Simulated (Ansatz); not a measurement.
Geometry relaxation of As

- system: As (R-3m, 2 atoms in the cell)
- method: DFT PBE+D3(BJ), scalar-relativistic, plane waves, PAW, no spin polarisation (Ansatz 0.2.0)

The structure derives from an entry of the Crystallography Open Database. It belongs to a series of runs on one base structure; here: the database's cell, atoms relaxed. Figures and captions count atoms from 1; the log counts them from 0 in places.

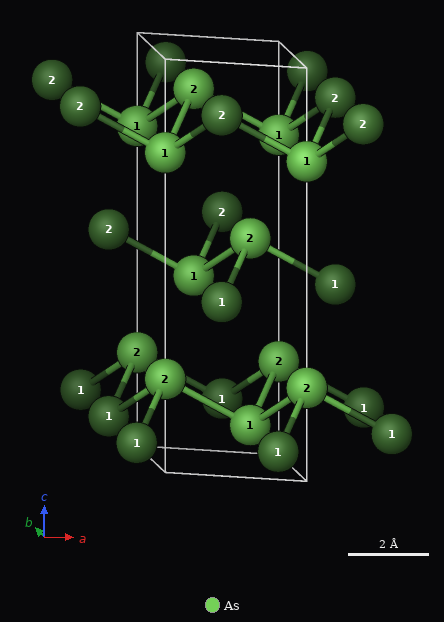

Figure 1. The structure as given in the input (ball-and-stick view of the cell 3 times as large as that of the calculation, set on its symmetry axes, seen slightly off an axis; neighbours outside the cell are drawn fainter; atoms are numbered from 1 in the order of the input). An atom can appear more than once, as a periodic image. Near neighbours in the periodic cell (some may lie outside the picture): As has 3 As at 2.51 Å.

**Input**
```yaml
crystal:
  lattice:
    - [1.8807968987, 1.0858785957, 3.5140619945]
    - [-1.8807968987, 1.0858785957, 3.5140619945]
    - [0.0, -2.1717571915, 3.5140619945]
  atoms:
    - { symbol: As, position: [0.774, 0.774, 0.774] }
    - { symbol: As, position: [0.226, 0.226, 0.226] }
basis:
  ecutwfc: 420
kpoints:
  mp_grid: { grid: [12, 12, 12] }
hamiltonian:
  xc: pbe
  dispersion: d3bj
scf:
  occupations: { method: gaussian, width: 0.1 }
output:
  forces: true
  stress: true
  eigenvalues: true
  write_density: true
  write_potential: true
  elf: true
  volumetric_format: npy
relax:
  adjacent_minimum: "off"
  f_tol: 0.01
  max_steps: 40
```

Hardware: 1 thread of Arm Neoverse V2, 24 GiB of memory available, shared host.

Run as:
```bash
ansatz run input.yaml --threads 1 --pin off --max-ram 2560MiB --backend cpu --events-out ev --progress --plain --runs-dir out
```

**Log**
```
Warning: output.stress: scf.convergence.dr2_threshold = 1e-7 eV (the SCF's general default) is looser than the 2e-10 eV advised for a printed stress (1e-10 eV for each atom of the cell: 2). What an SCF threshold leaves in a stress goes as its square root, and in the free energy as the threshold itself, and one threshold admits the most on a small cell: of the crystals measured, under no hybrid functional and no lock of the moments, on runs that ended without the residual-converged pass, on stresses that held no estimate of that error, the worst erred by over 100 MPa in a component at 1e-7 eV an atom and by under 5 at 1e-10. Every solve of this run answers to scf.convergence.dr2_threshold, and the tensor of one is reported: a single SCF on the reported geometry and on this run's grids (its basis.xc_grid and basis.ecutrho_ratio typed), with scf.convergence.dr2_threshold at 2e-10 eV or tighter, prints it and tightens no other solve. Else set scf.convergence.dr2_threshold to 2e-10 eV or tighter. The threshold is an SCF's pass mark: one that does not reach it within its budget of iterations ends unconverged, or closes short of it on a stop that the run arms, and scf.convergence.dr2_threshold's page says what that costs each kind of run
Engine: ansatz 0.2.0, aarch64-unknown-linux-gnu
Pseudopotentials: kind: paw
Pseudopotential: As, paw, valence charge 15, recommended cutoff 420 eV (normal), As.paw.azcp
Functional definition: PBE
  parameter kappa = 0.804
  parameter beta = 0.06672455060314922
  exchange = pbe_x(kappa = kappa, mu = beta*pi^2/3)
  correlation = pbe_c(beta = beta)
Crystal: 2 atoms, lattice volume = 43.061 Å³
Basis set: ecut = 420 eV, 845 PW (Γ), exchange–correlation on 60×60×60 points (8 copies of the dense FFT grid, shifted against one another)
Bands: 19, of which v1, the nominal top of the filled ones, is band 15 counted from 1 (14 counted from 0)
Symmetry: 12 space group operations
Space group: R-3m (ITA 166), of the structure as read, at distance tolerance 3.5e-5 Å
k-points: 189 of 1728
Non-local potential: As, projectors of the file, l = 0: 2, l = 1: 2, l = 2: 3, l = 3: 1
PAW form: soft (Blöchl's): semilocal exchange-correlation on the pseudo side does not see the compensation charge
PAW one-centre angular grid: As, 590 points (default); XC on 64 Gauss nodes
Initial density: superposition of atomic densities (neutral atoms: chi_scale 0, normalization atom), corrected by the library's trained network
Initial wavefunctions: pseudopotential atomic-orbital guess
Functional: x = pbe(κ = 0.804, μ = 0.2195149727645171), c = pbe(β = 0.06672455060314922)
SCF iter   1: F=—  HF=-9713.088109 eV  |F-HF|=—  |Δ(HF+E_count)|=         —  Δρ=1.53e-3  dr2=9.19e-4  ethr=1.77e-3  ⟨swp⟩=5.4  Hψ=16889  notcnv=0
preconditioner: auto → Kerker (q_TF=auto, 2.569 Å⁻¹)  [metal: Δε(μ)=0.017 eV  Ē_g=10.262 eV  σ=0.100 eV  W_gap=0.10  n_scr=14 (ndim 8)  ℏωp=17.9 eV  f_vac=0.007  D(μ)=0.21/eV (n_scr^D=0)]
SCF iter   2: F=—  HF=-9713.087945 eV  |F-HF|=—  |Δ(HF+E_count)|=   1.63e-4  Δρ=9.34e-4  dr2=3.33e-4  ethr=3.06e-6  ⟨swp⟩=2.0  Hψ=7071  notcnv=0
SCF iter   3: F=—  HF=-9713.088058 eV  |F-HF|=—  |Δ(HF+E_count)|=   1.13e-4  Δρ=3.00e-4  dr2=4.80e-5  ethr=1.11e-6  ⟨swp⟩=2.0  Hψ=6429  notcnv=0
SCF iter   4: F=—  HF=-9713.088049 eV  |F-HF|=—  |Δ(HF+E_count)|=   8.76e-6  Δρ=1.24e-4  dr2=7.11e-6  ethr=1.60e-7  ⟨swp⟩=2.0  Hψ=6429  notcnv=0
SCF iter   5: F=—  HF=-9713.088048 eV  |F-HF|=—  |Δ(HF+E_count)|=   1.09e-6  Δρ=4.19e-5  dr2=9.28e-7  ethr=2.37e-8  ⟨swp⟩=2.0  Hψ=6429  notcnv=0
SCF iter   6: F=-9713.088047 eV  HF=-9713.088047 eV  |F-HF|=1.03e-7  |Δ(HF+E_count)|=   1.02e-6  Δρ=1.74e-5  dr2=1.58e-7  ethr=3.09e-9  ⟨swp⟩=9.0  Hψ=30611  notcnv=0
SCF 1 converged in 6 iterations: F = -9713.088047 eV  dr2 = 1.58e-7
  greatest PAW one-centre occupation: 0.999 electrons in one spin orbital (limit 2), on the As atom at site 1 (counted from 0), in its partial waves of l = 2
relax step   1: F+E_penalty+E_count = -9713.08804701 eV  Δ(F+E_penalty+E_count) = +0.000e0 eV  max|allowed force component| = 4.333e-1 eV/Å  Δτ_max = 0.0000 Å  (6 SCF iters, dr2 threshold 2.50e-6 eV, accepted)
Initial density: handed on by an earlier stage of this run
Initial wavefunctions: those handed on with the density
iter 1 solved again at ethr=9.96e-6 eV; its pass at ethr=3.10e-3 eV (dr2=2.99e-3 eV) is discarded
SCF iter   1: F=—  HF=-9713.096885 eV  |F-HF|=—  |Δ(HF+E_count)|=         —  Δρ=2.93e-3  dr2=3.11e-3  ethr=9.96e-6  ⟨swp⟩=1.8  Hψ=15131  notcnv=0
preconditioner: auto → Kerker (q_TF=auto, 2.569 Å⁻¹)  [metal: Δε(μ)=0.058 eV  Ē_g=10.157 eV  σ=0.100 eV  W_gap=0.31  n_scr=14 (ndim 8)  ℏωp=17.9 eV  f_vac=0.006  D(μ)=0.19/eV (n_scr^D=0)]
SCF iter   2: F=—  HF=-9713.096359 eV  |F-HF|=—  |Δ(HF+E_count)|=   5.26e-4  Δρ=1.73e-3  dr2=1.27e-3  ethr=9.96e-6  ⟨swp⟩=1.0  Hψ=3591  notcnv=0
SCF iter   3: F=—  HF=-9713.096029 eV  |F-HF|=—  |Δ(HF+E_count)|=   3.30e-4  Δρ=3.31e-4  dr2=6.49e-5  ethr=4.22e-6  ⟨swp⟩=2.4  Hψ=5047  notcnv=0
SCF iter   4: F=—  HF=-9713.096005 eV  |F-HF|=—  |Δ(HF+E_count)|=   2.45e-5  Δρ=2.09e-4  dr2=1.86e-5  ethr=3.91e-8  ⟨swp⟩=10.8  Hψ=33354  notcnv=0
SCF iter   5: F=-9713.096008 eV  HF=-9713.096008 eV  |F-HF|=7.52e-7  |Δ(HF+E_count)|=   2.87e-6  Δρ=4.57e-5  dr2=1.33e-6  ethr=3.91e-8  ⟨swp⟩=9.5  Hψ=30894  notcnv=0
SCF 2 converged in 5 iterations: F = -9713.096008 eV  dr2 = 1.33e-6
relax step   2: F+E_penalty+E_count = -9713.09600826 eV  Δ(F+E_penalty+E_count) = -7.961e-3 eV  max|allowed force component| = 2.029e-1 eV/Å  Δτ_max = 0.0372 Å  (5 SCF iters, dr2 threshold 1.17e-5 eV, accepted)
SCF iter   1: F=—  HF=-9713.098681 eV  |F-HF|=—  |Δ(HF+E_count)|=         —  Δρ=9.92e-4  dr2=3.31e-4  ethr=1.15e-5  ⟨swp⟩=3.0  Hψ=8621  notcnv=0
preconditioner: auto → Kerker (q_TF=auto, 2.569 Å⁻¹)  [metal: Δε(μ)=0.057 eV  Ē_g=10.194 eV  σ=0.100 eV  W_gap=0.29  n_scr=14 (ndim 8)  ℏωp=17.9 eV  f_vac=0.006  D(μ)=0.17/eV (n_scr^D=0)]
SCF iter   2: F=—  HF=-9713.098631 eV  |F-HF|=—  |Δ(HF+E_count)|=   4.99e-5  Δρ=5.78e-4  dr2=1.28e-4  ethr=1.10e-6  ⟨swp⟩=1.0  Hψ=5103  notcnv=0
SCF iter   3: F=—  HF=-9713.098599 eV  |F-HF|=—  |Δ(HF+E_count)|=   3.21e-5  Δρ=9.77e-5  dr2=5.58e-6  ethr=4.25e-7  ⟨swp⟩=2.4  Hψ=4948  notcnv=0
SCF iter   4: F=-9713.098597 eV  HF=-9713.098597 eV  |F-HF|=6.40e-8  |Δ(HF+E_count)|=   2.19e-6  Δρ=5.82e-5  dr2=1.43e-6  ethr=8.57e-9  ⟨swp⟩=10.0  Hψ=31406  notcnv=0
SCF 3 converged in 4 iterations: F = -9713.098597 eV  dr2 = 1.43e-6
relax step   3: F+E_penalty+E_count = -9713.09859708 eV  Δ(F+E_penalty+E_count) = -2.589e-3 eV  max|allowed force component| = 3.739e-3 eV/Å  Δτ_max = 0.0123 Å  (4 SCF iters, dr2 threshold 2.57e-6 eV, accepted)
iter 1 solved again at ethr=4.76e-9 eV; its pass at ethr=3.10e-3 eV (dr2=1.43e-6 eV) is discarded
SCF iter   1: F=—  HF=-9713.098597 eV  |F-HF|=—  |Δ(HF+E_count)|=         —  Δρ=5.82e-5  dr2=1.43e-6  ethr=4.76e-9  ⟨swp⟩=1.0  Hψ=11718  notcnv=0
preconditioner: auto → Kerker (q_TF=auto, 2.569 Å⁻¹)  [metal: Δε(μ)=0.054 eV  Ē_g=10.193 eV  σ=0.100 eV  W_gap=0.28  n_scr=14 (ndim 8)  ℏωp=17.9 eV  f_vac=0.006  D(μ)=0.18/eV (n_scr^D=0)]
SCF iter   2: F=—  HF=-9713.098597 eV  |F-HF|=—  |Δ(HF+E_count)|=   1.39e-9  Δρ=4.00e-5  dr2=8.16e-7  ethr=4.76e-9  ⟨swp⟩=1.0  Hψ=3591  notcnv=0
SCF iter   3: F=-9713.098597 eV  HF=-9713.098597 eV  |F-HF|=3.29e-8  |Δ(HF+E_count)|=   1.34e-7  Δρ=9.85e-6  dr2=6.96e-8  ethr=3.33e-10  ⟨swp⟩=5.3  Hψ=20499  notcnv=0
SCF 4 converged in 3 iterations: F = -9713.098597 eV  dr2 = 6.96e-8
relax step   4: F+E_penalty+E_count = -9713.09859716 eV  Δ(F+E_penalty+E_count) = -8.395e-8 eV  max|allowed force component| = 3.507e-3 eV/Å  Δτ_max = 0.0000 Å  (3 SCF iters, accepted)
```

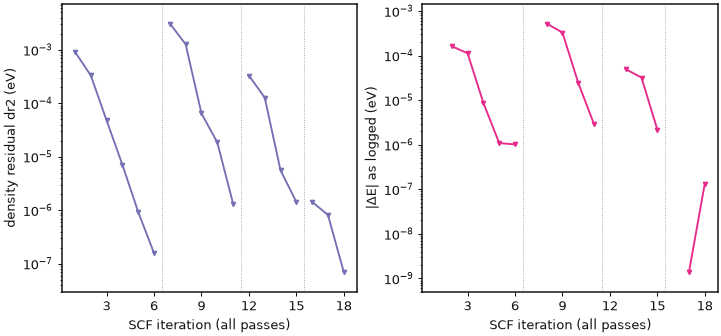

Figure 2. Convergence of the self-consistent field: density residual dr2 and size of the energy change against the SCF iteration. The dotted lines part the SCF passes of the relaxation: geometry steps, rejected trials and re-solves on a re-selected basis. The passes take 6, 5, 4 and 3 iterations.

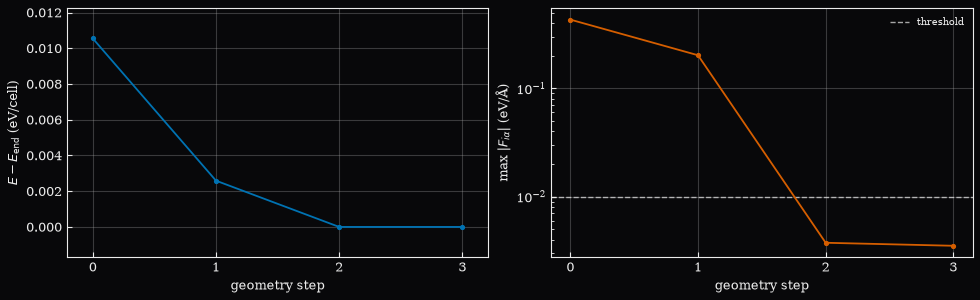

Figure 3. Progress of the relaxation, step by step (the first geometry is step 0 here and step 1 in the log).

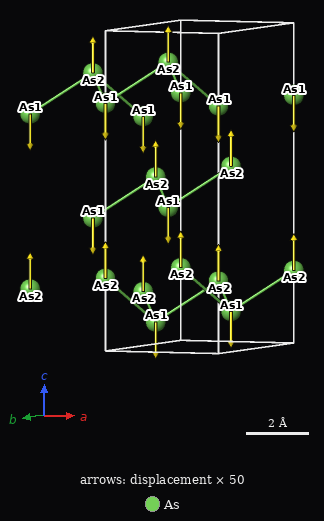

Figure 4. The starting structure with the displacements as yellow arrows, magnified 50 times (ball-and-stick view of the cell 3 times as large as that of the calculation, set on its symmetry axes, repeated 1 × 2 × 1, seen at an oblique angle). After 3 geometry steps the energy has fallen by 10.6 meV per cell of the calculation. The largest force component goes from 0.43 to 0.0035 eV/Å. The largest moves, 0.025 Å, are those of As1 and As2. The cell doesn't change. Among the contacts that change: As1–As2 2.506 → 2.531 Å. The space group stays R-3m (No. 166). (Atoms are counted from 1 in the order of the input.)

```
SCF converged after 3 iterations
Free energy (F): -9713.098597 eV
Harris-Foulkes:  -9713.098597 eV  (|F-HF|=3.29e-8)
Internal energy: -9713.097720 eV  (E = F + TS)
E sigma→0 (E₀):  -9713.098158 eV
Entropy (-TS):   -0.000877 eV (-0.439 meV/atom)
Fermi energy:    10.798158 eV
--- Per-component energies (eV) ---
  E_band       = -466.582674
  E_kinetic    = 205.080027
  E_local      = -3327.215364  (includes V_loc(G=0)·N_el)
  E_nonlocal   = -1341.437500
  E_hartree    = 1844.755889
  E_xc         = -158.596026
  E_vxc        = -158.607243  (∫ρ·V_xc dr)
  E_paw        = -3669.114097  (= ΣΔE_a)
  E_vpaw       = 466.086884  (= ΣTr[D̂ρ^β])
  E_aug_tail   = 0.000016  (compensation charges beyond the density's cutoff)
  E_ewald      = -3265.731074
  E_disp       = -0.839593  (pairwise vdW)
  E_smearing   = -0.000877  (= −TS)
  E_closure    = 0.000000  (closes the sum)
  Σ components = -9713.098597   (vs F -9713.098597, Δ=0.00e0)
--- Forces (eV/Å), atoms counted from 1 ---
  atom   1  As    -0.00000000    -0.00000000     0.00350684
  atom   2  As     0.00000000     0.00000000    -0.00350684
  max |Σ_I F_I| component: 2.31e-18 eV/Å
--- Stress (GPa, compression-positive) ---
       -0.163619      -0.000000      -0.000000
       -0.000000      -0.163619       0.000000
       -0.000000       0.000000      -1.677390
  P = ⅓ Tr σ = -0.6682 GPa (-6.682 kbar)
--- Band table (eV; the first three rows and the last of 189) ---
  k-point 0: bands = ["-25.5497", "-25.5497", "-25.5068", "-25.5068", "-25.4787", "-25.4422", "-25.4422", "-25.4297", "-25.3978", "-25.3978", "-4.2348", "4.8809", "8.1355", "8.8284", "8.8284", "12.6246", "13.7192", "13.7192", "17.5881"]
  k-point 1: bands = ["-25.5488", "-25.5477", "-25.5061", "-25.5054", "-25.4781", "-25.4431", "-25.4424", "-25.4308", "-25.3996", "-25.3988", "-4.1416", "4.5635", "8.1959", "8.7553", "8.7628", "12.7910", "13.5030", "13.6169", "16.9647"]
  k-point 2: bands = ["-25.5464", "-25.5418", "-25.5042", "-25.5013", "-25.4765", "-25.4458", "-25.4432", "-25.4342", "-25.4047", "-25.4018", "-3.8633", "3.7394", "8.1348", "8.5985", "8.8710", "12.6443", "13.1754", "13.2842", "16.5199"]
  k-point 188: bands = ["-25.5360", "-25.5360", "-25.5016", "-25.5016", "-25.4735", "-25.4450", "-25.4450", "-25.4339", "-25.4134", "-25.4134", "-2.8711", "0.5881", "9.1316", "9.1316", "10.2896", "11.4679", "11.4679", "12.4943", "18.8820"]
--- Relaxed structure (4 steps of the walk, 4 accepted, 0 SCFs on fresh bases) ---
  F+E_penalty+E_count = -9713.09859716 eV   max|allowed force component| = 3.507e-3 eV/Å
  atoms:
    - { symbol: As, position: [0.7716469862264796, 0.7716469862264796, 0.7716469862264794] }
    - { symbol: As, position: [0.228353013773521, 0.228353013773521, 0.22835301377352096] }
```

**Trajectory as extended XYZ (Å, eV, eV/Å), 4 frames, from step=1 to step=4**
```
2
Lattice="1.8808 1.0859 3.5141 -1.8808 1.0859 3.5141 0.0000 -2.1718 3.5141" Properties=species:S:1:pos:R:3:forces:R:3 step=1 energy=-9713.08805
As    0.0000    0.0000    8.1597    0.0000   0.0000  -0.4333
As    0.0000    0.0000    2.3825    0.0000   0.0000   0.4333
2
Lattice="1.8808 1.0859 3.5141 -1.8808 1.0859 3.5141 0.0000 -2.1718 3.5141" Properties=species:S:1:pos:R:3:forces:R:3 step=2 energy=-9713.09601
As    0.0000    0.0000    8.1225    0.0000   0.0000   0.2029
As    0.0000    0.0000    2.4197    0.0000   0.0000  -0.2029
2
Lattice="1.8808 1.0859 3.5141 -1.8808 1.0859 3.5141 0.0000 -2.1718 3.5141" Properties=species:S:1:pos:R:3:forces:R:3 step=3 energy=-9713.09860
As    0.0000    0.0000    8.1348    0.0000   0.0000   0.0037
As    0.0000    0.0000    2.4073    0.0000   0.0000  -0.0037
2
Lattice="1.8808 1.0859 3.5141 -1.8808 1.0859 3.5141 0.0000 -2.1718 3.5141" Properties=species:S:1:pos:R:3:forces:R:3 step=4 energy=-9713.09860
As    0.0000    0.0000    8.1348    0.0000   0.0000   0.0035
As    0.0000    0.0000    2.4073    0.0000   0.0000  -0.0035
```

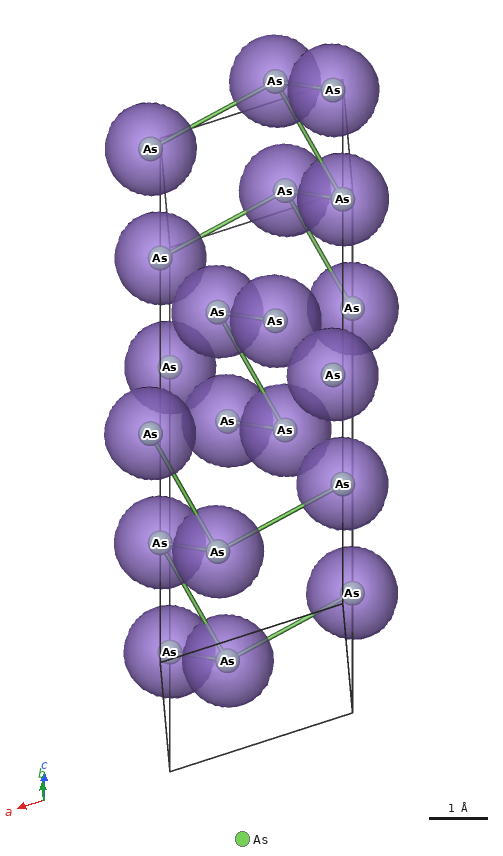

Figure 5. Isosurface of the valence pseudo-density at 1 e/Å³ (purple), seen at an oblique angle. Sticks mark near contacts. The outline is the cell set on symmetry axes. At this value the density breaks into separate islands; it holds about 70 % of the electrons treated as valence. It is pinched off along the As–As (2.53 Å) contacts. On the grid the lowest density along these lines, outside the cores, is 0.49 e/Å³ (As–As, 2.53 Å). The fields are those of the smooth PAW valence density.

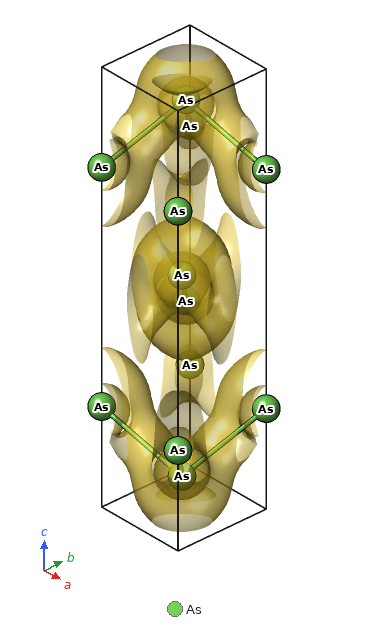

Figure 6. Isosurface of the electron localisation function at 0.55 (yellow), seen at an oblique angle. Only the valence region is drawn (cores and ρ < 0.01 e/Å³ removed). Sticks mark near contacts. The outline is the cell set on symmetry axes. Profiles from the grid: As–As (2.53 Å): the ELF peaks at about 0.75 between the atoms, which marks a shared electron pair.

**Results in brief**

| quantity | value |
| --- | --- |
| outcome | converged |
| space group (tolerance 0.01 Å) | R-3m (166) |
| electrons treated | 30 |
| free energy | −9713.0986 eV |
| Fermi energy | 10.798 eV |
| gap on the k-point mesh | none (metallic) |
| pressure | −0.67 GPa |
| final volume | 43.06 Å³ |
| largest force (length of the vector) at the end | 0.004 eV/Å |
| final cell | a = 4.131 Å, b = 4.131 Å, c = 4.131 Å, α = 54.17°, β = 54.17°, γ = 54.17° |
| wall time | 27 s |
| peak memory | 0.41 GiB |

**Remarks**

Warnings of the run: the SCF threshold is looser than advised for the printed stress.
